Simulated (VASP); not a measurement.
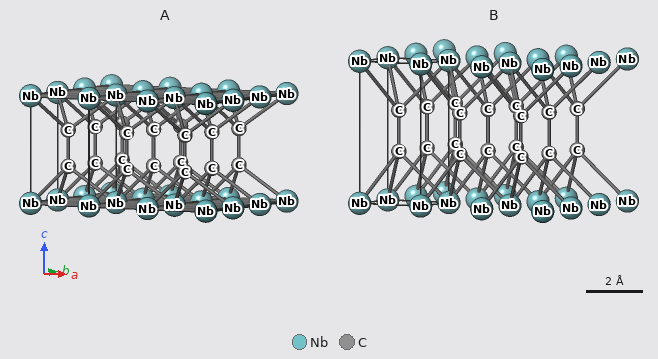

Two geometries of a crystal of NbC2 (a generated structure, set up in P-6m2), drawn at one scale. One is the start of a relaxation, the other its converged end. Style: ball-and-stick. Shown: the cell of the calculation, repeated 3 × 3 × 1 with one cell outlined, from a free direction.

Theory: VASP, Kohn-Sham DFT of a periodic cell, PBE, VASP PAW PBE potentials, recommended. Set-up: plane-wave cutoff 520 eV; k-point mesh 7 × 7 × 4; occupations gaussian; smearing width 0.15 eV; no spin polarisation.

Q: Which geometry has the lower energy?

A: Structure A is the relaxed one. The run lets cell and atoms move. After 20 geometry steps the energy has fallen by 3.546 eV per cell of the calculation. The largest force component goes from 4 to 0.028 eV/Å. The pressure goes from −41.64 to −0.24 GPa. The largest moves relative to the cell, 0.095 Å, are those of C atoms. Nb stays in place. Cell: a = b 3.315 → 3.173 Å (−4.3 %), c 5.167 → 3.912 Å (−24.3 %). Volume −30.6 %. Among the contacts that change: C–Nb 2.651 → 2.243 Å, C–C 1.500 → 1.325 Å, Nb–Nb 3.315 → 3.173 Å. Among the angles between lasting bonds that change: C–Nb–C 87.5° → 70.5°, Nb–C–Nb 77.4° → 90.1°, C–Nb–C 77.4° → 90.1°. The space group stays P-6m2 (No. 187). At step 1 the optimiser overshot: the energy rose above the start, and later steps came back. The volume changes by over a tenth within one run on a fixed set of plane waves, so the end point should be relaxed again from the new cell.
